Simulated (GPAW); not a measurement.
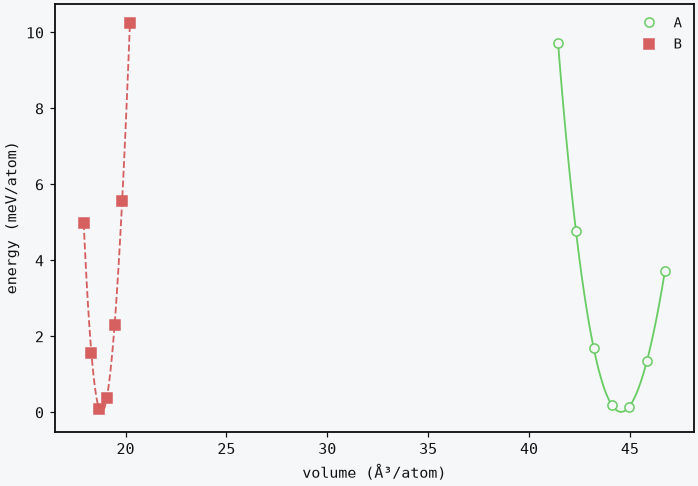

The figure compares two calculations of the energy against volume, each curve from its own zero. The first is for KF, space group Fm-3m (No. 225).

The cell holds 2 atoms.

Calculation (GPAW 26.7.0): PAW DFT in plane waves, on a grid or in atomic orbitals, no spin polarisation; energies at scaled volumes of the given cell, shape and fractions fixed, counted from the fit's minimum, third-order Birch-Murnaghan fit. Level: r2SCAN.

- k mesh: 9×9×9
- occupations: Fermi–Dirac
- smearing width: 0.05 eV
- potentials: GPAW PAW data sets (gpaw data 1.2.1)
- wave cutoff: 800 eV
- program settings: basis pw

In the second, F is replaced by I on all its sites, which gives KI in the same structure. The second calculation uses wave cutoff 600 eV and k mesh 7×7×7.

Which of A and B is the second calculation, and what did the change do?

A. The equilibrium volume rises from 18.82 to 44.56 Å³/atom (+137 %) and the bulk modulus falls from 35.3 to 12.3 GPa (−65 %).

For both, limits of the calculation: the fit and the printed pressures don't fully agree, or the minimum lies near the end of the range.

V0 and the bulk modulus come from third-order Birch–Murnaghan fits.
